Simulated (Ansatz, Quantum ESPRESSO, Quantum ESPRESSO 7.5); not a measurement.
**2H-WS2, 1 layer: biaxial strain by an ASE script**

How do the band edges of 2H-WS2, 1 layer move against the vacuum when the sheet is stretched?

Calculated with Quantum ESPRESSO 7.5; plane-wave DFT, PBE, GBRV ultrasoft pseudopotentials (geometry by Ansatz 0.2.0 with PAW datasets; geometry under PBE).

## 1. The starting structure

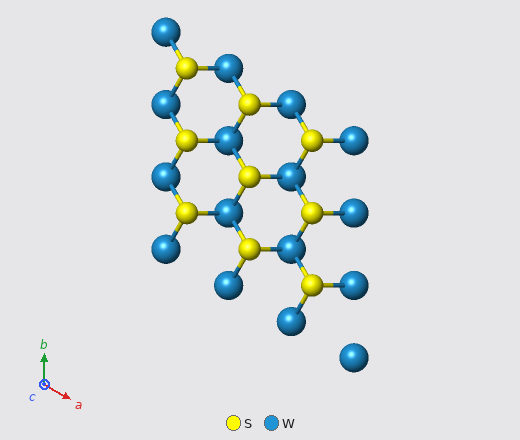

Start, viewed from above; sulfur yellow, tungsten blue. 3×3×1 cells are drawn. Bonds to atoms that aren't drawn are left out. Some periodic images of atoms are drawn too.

The cell holds 3 atoms: 2 S and 1 W. Its edges and angles: a = 3.180 Å, b = 3.180 Å, c = 18.476 Å, α = 90.0°, β = 90.0°, γ = 120.0°. It derives from WS2. Vacuum lies along c.

## 2. Relaxation with Ansatz

A relaxation in Ansatz fixes the structure of this slab for the runs on it.

Contents of input.yaml:

```yaml
crystal:
  lattice:
    - [3.18, 0.0, 0.0]
    - [-1.59, 2.753960784, 0.0]
    - [0.0, 0.0, 18.4756202324]
  atoms:
    - { symbol: S, position: [0.3333333333, 0.6666666667, 0.4059403639] }
    - { symbol: W, position: [0.0, 0.0, 0.5] }
    - { symbol: S, position: [0.3333333333, 0.6666666667, 0.5940596361] }
kpoints:
  mp_grid: { grid: [12, 12, 1] }
hamiltonian:
  xc: pbe
scf:
  occupations: { method: fermi_dirac, width: 0.05 }
  convergence: { dr2_threshold: 1.0e-08 }
efield:
  axis: 3
  dipole_correction: true
  ramp_position: 0.97
  ramp_width: 0.04
relax:
  f_tol: 0.01
  cell: { fix: [c, alpha, beta] }
output:
  write_potential: true
  write_density: true
  volumetric_format: npy
```

Launch:

```
$ ansatz run input.yaml --threads 2 --pin off --max-ram 4096MiB --backend cpu --events-out ev --progress --plain --runs-dir out
```

Numbers of over 12 decimals in the logs are rounded to 6 here.

Log:

```text
Warning: relax.cell: scf.convergence.dr2_threshold = 1e-8 eV is looser than the 3e-10 eV advised for a relaxation that steers and ends on the stress (1e-10 eV for each atom of the cell: 3). What an SCF threshold leaves in a stress goes as its square root, and in the free energy as the threshold itself, and one threshold admits the most on a small cell: [figures from the program's tests cut] Set scf.convergence.dr2_threshold to 3e-10 eV or tighter. The threshold is an SCF's pass mark: one that does not reach it within its budget of iterations ends unconverged, or closes short of it on a stop that the run arms, and scf.convergence.dr2_threshold's page says what that costs each kind of run
Engine: ansatz 0.2.0, aarch64-unknown-linux-gnu
Pseudopotentials: kind: paw
Pseudopotential: S, paw, valence charge 6, recommended cutoff 420 eV (normal), S.paw.azcp
Pseudopotential: W, paw, valence charge 14, recommended cutoff 420 eV (normal), W.paw.azcp
Functional definition: PBE
  parameter kappa = 0.804
  parameter beta = 0.066725
  exchange = pbe_x(kappa = kappa, mu = beta*pi^2/3)
  correlation = pbe_c(beta = beta)
Crystal: 3 atoms, lattice volume = 161.802 Å³
Basis set: ecut = 420 eV, 3181 PW (Γ), exchange–correlation on 48×48×250 points (8 copies of the dense FFT grid, shifted against one another)
Bands: 17, of which v1, the nominal top of the filled ones, is band 13 counted from 1 (12 counted from 0)
Symmetry: 6 space group operations
k-points: 19 of 144 (time reversal used)
Non-local potential: S, projectors of the file, l = 0: 2, l = 1: 2, l = 2: 2
Non-local potential: W, projectors of the file, l = 0: 3, l = 1: 2, l = 2: 2, l = 3: 1
PAW form: soft (Blöchl's): semilocal exchange-correlation on the pseudo side does not see the compensation charge
PAW one-centre angular grid: S, 110 points (default); XC on 64 Gauss nodes
PAW one-centre angular grid: W, 590 points (default); XC on 64 Gauss nodes
Initial density: superposition of atomic densities (neutral atoms: chi_scale 0, normalization atom), corrected by the library's trained network
Initial wavefunctions: pseudopotential atomic-orbital guess
Functional: x = pbe(κ = 0.804, μ = 0.219515), c = pbe(β = 0.066725)
SCF iter   1: F=—  HF=-12190.972612 eV  |F-HF|=—  |Δ(HF+E_count)|=         —  Δρ=3.02e-3  dr2=5.27e-3  ethr=1.77e-3  p=0.001 e·Å  D=7.11e-4 V/Å  ΔV_dip=-0.01 eV  dr2_dipole=5.22e-6  V_vac-E_F(+/−)=4.96/4.97 eV  ⟨swp⟩=9.4  Hψ=2184  notcnv=0
efield: sawtooth ramp at fractional position 0.9700 (set: `efield.ramp_position`, or a place that a band, a saddle search or an elastic batch's reference lends), width 0.0400; the density the first Hamiltonian is built on has a dipole p = 0.001 e·Å; the dipole correction subtracts the counter field D = 7.11e-4 V/Å, which shifts the + side's vacuum level by -0.01 eV against the − side's; the planar-averaged density in the ramp window peaks in size at 5.0e-5 e/Å³
preconditioner: auto → none  [insulator: Δε(μ)=1.417 eV  Ē_g=7.998 eV  σ=0.050 eV  W_gap=1.00  n_scr=10 (ndim 8)  ℏωp=12.4 eV  f_vac=0.620  D(μ)=0.00/eV (n_scr^D=0)  ε∞_Penn≈3.4]
SCF iter   2: F=—  HF=-12190.978970 eV  |F-HF|=—  |Δ(HF+E_count)|=   6.36e-3  Δρ=1.58e-3  dr2=2.51e-3  ethr=2.03e-5  p=-0.001 e·Å  D=-9.97e-4 V/Å  ΔV_dip=0.02 eV  dr2_dipole=1.03e-4  V_vac-E_F(+/−)=4.94/4.93 eV  ⟨swp⟩=2.4  Hψ=742  notcnv=0
SCF iter   3: F=—  HF=-12190.984491 eV  |F-HF|=—  |Δ(HF+E_count)|=   5.52e-3  Δρ=1.80e-3  dr2=3.07e-2  ethr=9.65e-6  p=0.008 e·Å  D=8.60e-3 V/Å  ΔV_dip=-0.16 eV  dr2_dipole=5.23e-3  V_vac-E_F(+/−)=4.74/4.89 eV  ⟨swp⟩=3.3  Hψ=756  notcnv=0  recentre
SCF iter   4: F=—  HF=-12190.981763 eV  |F-HF|=—  |Δ(HF+E_count)|=   2.73e-3  Δρ=5.88e-4  dr2=4.34e-3  ethr=9.65e-6  p=-0.004 e·Å  D=-3.95e-3 V/Å  ΔV_dip=0.07 eV  dr2_dipole=1.15e-3  V_vac-E_F(+/−)=4.89/4.82 eV  ⟨swp⟩=2.4  Hψ=556  notcnv=0
SCF iter   5: F=—  HF=-12190.981327 eV  |F-HF|=—  |Δ(HF+E_count)|=   4.36e-4  Δρ=2.25e-4  dr2=5.50e-5  ethr=9.65e-6  p=0.000 e·Å  D=2.37e-4 V/Å  ΔV_dip=-0.00 eV  dr2_dipole=4.57e-6  V_vac-E_F(+/−)=4.87/4.88 eV  ⟨swp⟩=2.0  Hψ=377  notcnv=0
SCF iter   6: F=—  HF=-12190.981368 eV  |F-HF|=—  |Δ(HF+E_count)|=   4.17e-5  Δρ=6.27e-5  dr2=2.14e-5  ethr=2.12e-7  p=-0.000 e·Å  D=-6.31e-5 V/Å  ΔV_dip=0.00 eV  dr2_dipole=2.81e-7  V_vac-E_F(+/−)=4.88/4.88 eV  ⟨swp⟩=3.0  Hψ=676  notcnv=0
SCF iter   7: F=—  HF=-12190.981370 eV  |F-HF|=—  |Δ(HF+E_count)|=   1.15e-6  Δρ=2.50e-5  dr2=3.57e-6  ethr=8.21e-8  p=-0.000 e·Å  D=-1.30e-5 V/Å  ΔV_dip=0.00 eV  dr2_dipole=3.20e-8  V_vac-E_F(+/−)=4.88/4.88 eV  ⟨swp⟩=1.2  Hψ=338  notcnv=0
SCF iter   8: F=—  HF=-12190.981259 eV  |F-HF|=—  |Δ(HF+E_count)|=   1.10e-4  Δρ=6.42e-6  dr2=1.73e-7  ethr=1.37e-8  p=-0.000 e·Å  D=-4.10e-6 V/Å  ΔV_dip=0.00 eV  dr2_dipole=6.07e-11  V_vac-E_F(+/−)=4.88/4.88 eV  ⟨swp⟩=2.0  Hψ=457  notcnv=0
SCF iter   9: F=-12190.981259 eV  HF=-12190.981259 eV  |F-HF|=5.54e-9  |Δ(HF+E_count)|=   9.49e-9  Δρ=1.29e-6  dr2=4.87e-9  ethr=3.85e-11  p=0.000 e·Å  D=3.64e-6 V/Å  ΔV_dip=-0.00 eV  dr2_dipole=1.20e-10  V_vac-E_F(+/−)=4.88/4.88 eV  ⟨swp⟩=9.2  Hψ=2561  notcnv=0
SCF 1 converged in 9 iterations: F = -12190.981259 eV  dr2 = 4.87e-9
  greatest PAW one-centre occupation: 1.000 electrons in one spin orbital (limit 2), on the W atom at site 1 (counted from 0), in its partial waves of l = 0
relax step   1: F+E_penalty+E_count = -12190.98125941 eV  Δ(F+E_penalty+E_count) = +0.000e0 eV  max|allowed force component| = 2.575e0 eV/Å  Δτ_max = 0.0000 Å  P = -4.608 GPa  Ω = 161.802 Å³  fix = [c, alpha, beta]  reactions: c -8.863 GPa  (9 SCF iters, accepted)
Crystal: 3 atoms, lattice volume = 161.806 Å³
Initial density: handed on by an earlier stage of this run
Initial wavefunctions: those handed on with the density
iter 1 solved again at ethr=8.50e-4 eV; its pass at ethr=3.10e-3 eV (dr2=2.21e-1 eV) is discarded
SCF iter   1: F=—  HF=-12191.466353 eV  |F-HF|=—  |Δ(HF+E_count)|=         —  Δρ=9.69e-3  dr2=2.40e-1  ethr=8.50e-4  p=0.000 e·Å  D=3.64e-6 V/Å  ΔV_dip=-0.00 eV  dr2_dipole=3.27e-13  V_vac-E_F(+/−)=4.99/4.99 eV  ⟨swp⟩=1.1  Hψ=2512  notcnv=0
efield: sawtooth ramp at fractional position 0.9700 (set: `efield.ramp_position`, or a place that a band, a saddle search or an elastic batch's reference lends), width 0.0400; the density the first Hamiltonian is built on has a dipole p = 0.000 e·Å; the dipole correction subtracts the counter field D = 3.64e-6 V/Å, which shifts the + side's vacuum level by -0.00 eV against the − side's; the planar-averaged density in the ramp window peaks in size at 2.1e-6 e/Å³
[...]
SCF iter   6: F=—  HF=-12191.435781 eV  |F-HF|=—  |Δ(HF+E_count)|=   2.75e-6  Δρ=3.59e-5  dr2=1.52e-5  ethr=5.16e-8  p=0.000 e·Å  D=3.06e-4 V/Å  ΔV_dip=-0.01 eV  dr2_dipole=4.53e-6  V_vac-E_F(+/−)=4.80/4.80 eV  ⟨swp⟩=2.2  Hψ=429  notcnv=0
SCF iter   7: F=—  HF=-12191.435778 eV  |F-HF|=—  |Δ(HF+E_count)|=   3.23e-6  Δρ=1.34e-5  dr2=1.99e-6  ethr=5.16e-8  p=0.000 e·Å  D=9.47e-5 V/Å  ΔV_dip=-0.00 eV  dr2_dipole=5.83e-7  V_vac-E_F(+/−)=4.80/4.80 eV  ⟨swp⟩=1.4  Hψ=330  notcnv=0
SCF iter   8: F=—  HF=-12191.435664 eV  |F-HF|=—  |Δ(HF+E_count)|=   1.14e-4  Δρ=2.49e-6  dr2=1.16e-8  ethr=7.64e-9  p=0.000 e·Å  D=1.79e-6 V/Å  ΔV_dip=-0.00 eV  dr2_dipole=1.90e-9  V_vac-E_F(+/−)=4.80/4.80 eV  ⟨swp⟩=2.0  Hψ=374  notcnv=0
SCF iter   9: F=-12191.435664 eV  HF=-12191.435664 eV  |F-HF|=4.46e-9  |Δ(HF+E_count)|=   8.38e-9  Δρ=7.39e-7  dr2=3.74e-9  ethr=3.85e-11  p=0.000 e·Å  D=4.99e-6 V/Å  ΔV_dip=-0.00 eV  dr2_dipole=1.22e-9  V_vac-E_F(+/−)=4.80/4.80 eV  ⟨swp⟩=10.9  Hψ=2343  notcnv=0
SCF 3 converged in 9 iterations: F = -12191.435664 eV  dr2 = 3.74e-9
relax step   3: F+E_penalty+E_count = -12191.43566395 eV  Δ(F+E_penalty+E_count) = -1.834e-2 eV  max|allowed force component| = 1.446e-1 eV/Å  Δτ_max = 0.0344 Å  P = -0.335 GPa  Ω = 162.960 Å³  energy of the carried Pulay correction = -5.824e-5 eV  fix = [c, alpha, beta]  reactions: c -0.450 GPa  (9 SCF iters, accepted)
[...]
relax step   4: F+E_penalty+E_count = -12191.43692113 eV  Δ(F+E_penalty+E_count) = -1.257e-3 eV  max|allowed force component| = 7.790e-3 eV/Å  Δτ_max = 0.0056 Å  P = -0.007 GPa  Ω = 162.513 Å³  energy of the carried Pulay correction = -3.583e-5 eV  fix = [c, alpha, beta]  reactions: c -0.025 GPa  (7 SCF iters, accepted)
Initial wavefunctions: pseudopotential atomic-orbital guess (no wavefunctions were taken with the density)
iter 1 solved again at ethr=1.78e-7 eV; its pass at ethr=3.10e-3 eV (dr2=4.62e-5 eV) is discarded
SCF iter   1: F=—  HF=-12191.436899 eV  |F-HF|=—  |Δ(HF+E_count)|=         —  Δρ=1.98e-5  dr2=2.12e-8  ethr=1.78e-7  p=-0.000 e·Å  D=-3.57e-7 V/Å  ΔV_dip=0.00 eV  dr2_dipole=2.55e-11  V_vac-E_F(+/−)=4.80/4.80 eV  ⟨swp⟩=4.4  Hψ=3460  notcnv=0
efield: sawtooth ramp at fractional position 0.9700 (set: `efield.ramp_position`, or a place that a band, a saddle search or an elastic batch's reference lends), width 0.0400; the density the first Hamiltonian is built on has a dipole p = -0.000 e·Å; the dipole correction subtracts the counter field D = -3.57e-7 V/Å, which shifts the + side's vacuum level by +0.00 eV against the − side's; the planar-averaged density in the ramp window peaks in size at 2.0e-6 e/Å³
eigensolver tolerance schedule: the retry pair's looser diagonalisation over-reported the residual by 2171.56 of it (diagonalisation noise at 0.14 of the residual, at the tolerance the schedule requests for it); recorded, not acted on — ethr = c·dr2/N_el stays at c = 1.0e-1
preconditioner: auto → none  [insulator: Δε(μ)=1.812 eV  Ē_g=8.677 eV  σ=0.050 eV  W_gap=1.00  n_scr=10 (ndim 8)  ℏωp=12.4 eV  f_vac=0.638  D(μ)=0.00/eV (n_scr^D=0)  ε∞_Penn≈3.0]
SCF iter   2: F=—  HF=-12191.436910 eV  |F-HF|=—  |Δ(HF+E_count)|=   1.09e-5  Δρ=9.92e-6  dr2=1.42e-8  ethr=8.17e-11  p=0.000 e·Å  D=3.41e-6 V/Å  ΔV_dip=-0.00 eV  dr2_dipole=1.68e-9  V_vac-E_F(+/−)=4.80/4.80 eV  ⟨swp⟩=4.1  Hψ=849  notcnv=0
SCF iter   3: F=—  HF=-12191.436941 eV  |F-HF|=—  |Δ(HF+E_count)|=   3.07e-5  Δρ=5.70e-6  dr2=1.07e-7  ethr=3.85e-11  p=-0.000 e·Å  D=-2.57e-5 V/Å  ΔV_dip=0.00 eV  dr2_dipole=2.77e-8  V_vac-E_F(+/−)=4.80/4.80 eV  ⟨swp⟩=14.1  Hψ=2793  notcnv=0  recentre
SCF iter   4: F=-12191.436960 eV  HF=-12191.436953 eV  |F-HF|=7.94e-6  |Δ(HF+E_count)|=   1.16e-5  Δρ=2.78e-6  dr2=7.50e-9  ethr=3.85e-11  p=0.000 e·Å  D=3.73e-6 V/Å  ΔV_dip=-0.00 eV  dr2_dipole=1.64e-9  V_vac-E_F(+/−)=4.80/4.80 eV  ⟨swp⟩=8.5  Hψ=2445  notcnv=0
SCF 5 converged in 4 iterations: F = -12191.436960 eV  dr2 = 7.50e-9
relax step   5: F+E_penalty+E_count = -12191.43696046 eV  Δ(F+E_penalty+E_count) = -3.933e-5 eV  max|allowed force component| = 7.803e-3 eV/Å  Δτ_max = 0.0000 Å  P = -0.005 GPa  Ω = 162.513 Å³  fix = [c, alpha, beta]  reactions: c -0.024 GPa  stress off target by 3.87e-3 GPa on what of the cell is left free  SCF on the basis re-selected at this cell (its energy is not comparable with the rows above)  (4 SCF iters)
basis re-selected at this cell: Δ(F+E_penalty+E_count) = -3.933e-5 eV, ΔP = +0.001 GPa vs the last step (what re-selecting the basis moved, of the pressure what is left beyond the Pulay correction that the steps carried, after the strain that the cell walked since its last selection, with what the two solves' SCF thresholds leave and, on support functions, any second-order correction that the steps lacked; it is no m [...]
WARN: The input density's exchange-correlation potential varies sharply where the density is thin. Do not read a vacuum level from v_tot or v_xc, or from such a field of the output density. On a cell that repeats whose density bears no net charge and no dipole along the vacuum's axis use v_es (v_loc + v_h of the components); under efield.dipole_correction with no amplitude use v_es + v_field, which holds any external [...]
SCF converged after 4 iterations
Free energy (F): -12191.436960 eV
Harris-Foulkes:  -12191.436953 eV  (|F-HF|=7.94e-6)
Internal energy: -12191.436960 eV  (E = F + TS)
E sigma→0 (E₀):  -12191.436960 eV
Fermi energy:    0.707772 eV
Dipole field:    D = -0.000057 V/Å  (p = -0.000051 e·Å, saw-weighted, corrected)
Work function:   Φ+ = 4.8009 eV   Φ− = 4.7998 eV
Levels:          The Fermi level and band energies are counted from a zero that moves with the ramp; work functions are not
--- Per-component energies (eV) ---
  E_band       = -479.134013
  E_kinetic    = 664.985113
  E_local      = -14016.162996  (includes V_loc(G=0)·N_el)
  E_nonlocal   = 57.242404
  E_hartree    = 6682.059123
  E_xc         = -461.625372
  E_vxc        = -414.300991  (∫ρ·V_xc dr)
  E_paw        = -9763.055852  (= ΣΔE_a)
  E_vpaw       = -135.019790  (= ΣTr[D̂ρ^β])
  E_aug_tail   = -0.000059  (compensation charges beyond the density's cutoff)
  E_efield     = 0.000000  (sawtooth field / dipole correction)
  E_vefield    = 0.000272  (∫n·V_field dr)
  E_ewald      = 4645.120678
  E_smearing   = -0.000000  (= −TS)
  E_closure    = 0.000000  (closes the sum)
  Σ components = -12191.436960   (vs F -12191.436960, Δ=0.00e0)
--- Forces (eV/Å), atoms counted from 1 ---
  atom   1  S      0.00000000    -0.00000000     0.00779536
  atom   2  W      0.00000000     0.00000000     0.00002246
  atom   3  S      0.00000000    -0.00000000    -0.00779623
  max |Σ_I F_I| component: 2.16e-5 eV/Å
--- Stress (GPa, compression-positive) ---
        0.003874       0.000000       0.000000
        0.000000       0.003874       0.000000
        0.000000       0.000000      -0.024052
  P = ⅓ Tr σ = -0.0054 GPa (-0.054 kbar)
--- Band table (eV; the first three rows and the last of 19) ---
  k-point 0: bands = [... 9 lower, -2.3097, -1.8224, -1.8224, -0.2510, 2.6642, 2.6642, 2.8115, 2.8115]
  k-point 1: bands = [... 9 lower, -2.7102, -2.0006, -1.6207, -0.3092, 2.5359, 2.5651, 2.7107, 2.8756]
  k-point 2: bands = [... 9 lower, -2.6291, -2.4165, -1.6085, -0.5716, 2.1444, 2.4924, 2.5795, 3.3615]
  k-point 18: bands = [... 9 lower, -4.0820, -3.4360, -2.5728, -0.2101, 1.6023, 3.1260, 3.7999, 5.2795]
--- Relaxed structure (4 steps of the walk, 4 accepted, 1 SCFs on fresh bases) ---
  F+E_penalty+E_count = -12191.43696046 eV   max|allowed force component| = 7.803e-3 eV/Å   (the final SCF, on the basis selected at the relaxed cell)
  cell:  # Å, volume = 162.5133 Å³
    - [3.186982, 0.0, 0]
    - [-1.593491, 2.760007, 0]
    - [0, 0, 18.4756202324]
  atoms:
    - { symbol: S, position: [0.333333, 0.666667, 0.414930] }
    - { symbol: W, position: [0, -2.8783559898885975e-17, 0.500000] }
    - { symbol: S, position: [0.333333, 0.666667, 0.585070] }
```

The job ended after 11 s (2 threads of Arm Neoverse V2, shared host; peak memory 0.39 GiB; 21 s of CPU time).

Step by step:

```
step  energy less that of the first step (eV)  largest force component (eV/Å)  pressure (GPa)  volume (Å³)
   1                                   0.0000                          2.5753           -4.61       161.80
   2                                  -0.4361                          0.6279            1.26       161.81
   3                                  -0.4544                          0.1446           -0.34       162.96
   4                                  -0.4557                          0.0078           -0.01       162.51
  5*                                  -0.4557                          0.0078           -0.01       162.51
```

Relaxation steps marked * repeat the geometry before them on a plane-wave basis chosen anew for their cell, so energy and pressure can jump there.

Forces are held to the 6 operations that the run works with; a distortion that breaks them can't arise in this run.

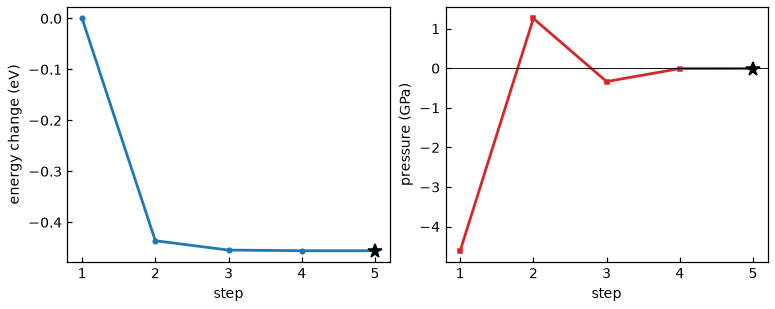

Energy and pressure along the relaxation. Stars mark steps on a basis chosen anew.

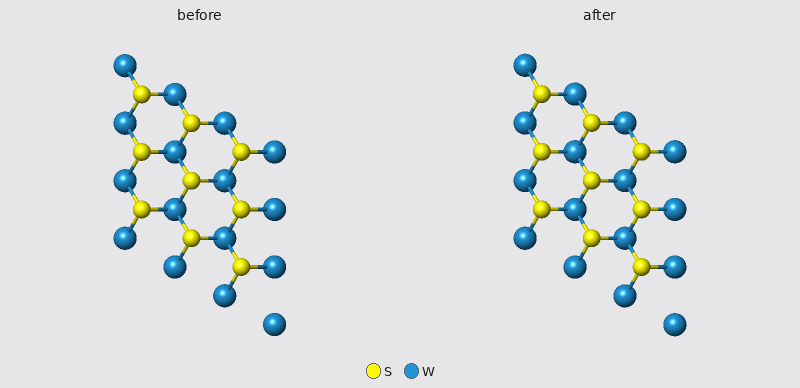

Before and after, at one scale. Bonds to atoms that aren't drawn are left out.

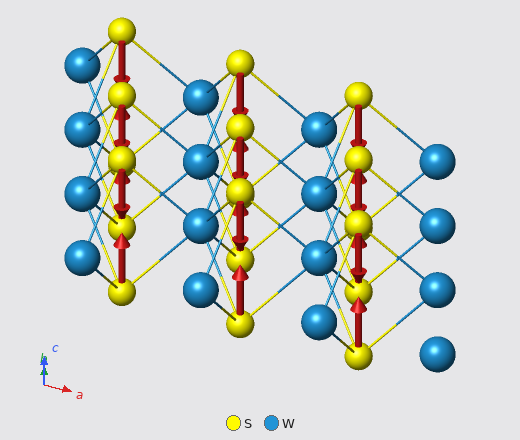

Displacements in the relaxation, exaggerated, measured against the changing cell; the longest in the cell stands for 0.17 Å. Bonds to atoms that aren't drawn are left out. 3×3×1 cells are drawn. Some periodic images of atoms are drawn too.

```
cell as run  before  after  change
      a (Å)   3.180  3.187  +0.2 %
      b (Å)   3.180  3.187  +0.2 %
```

The atoms that moved most (Å, along periodic axes as changes of fractional coordinates times the final cell, across vacuum about the mean position):

```
atom     dx     dy      dz  length
  S3  0.000  0.000  -0.166   0.166
  S1  0.000  0.000   0.166   0.166
```

The relaxed structure:

```xyz
3
Lattice="3.1870 0.0000 0.0000 -1.5935 2.7600 0.0000 0.0000 0.0000 18.4756" Properties=species:S:1:pos:R:3
S     0.0000    1.8400    7.6661
W     0.0000    0.0000    9.2378
S     0.0000    1.8400   10.8095
```

Read from the output:

```
free energy                                                      : -12191.4370 eV
Fermi energy                                                     : 0.7078 eV
gap by band count                                                : 1.812 eV
symmetry operations                                              : 6
dipole along the normal                                          : -5.09e-5 e·Å
vacuum level at the upper face over a Fermi level inside the gap : 4.801 eV
vacuum level at the lower face over a Fermi level inside the gap : 4.800 eV
```

[end of part 1 of 2]

[Logs are printed without paths, hosts, clocks, repeated set-up lines and the standing remarks that a program may print on its own settings, such as how far it seeks lower states.]

[Hosts, paths, dates, database ids (printed as entryN), source tags and the programs' standing remarks are cut or masked in the printed files.]

[Maps of the electrostatic potential energy from Ansatz leave out the sawtooth potential of an applied field or a dipole correction, so their vacuum need not be flat; planar profiles and work functions include it.]
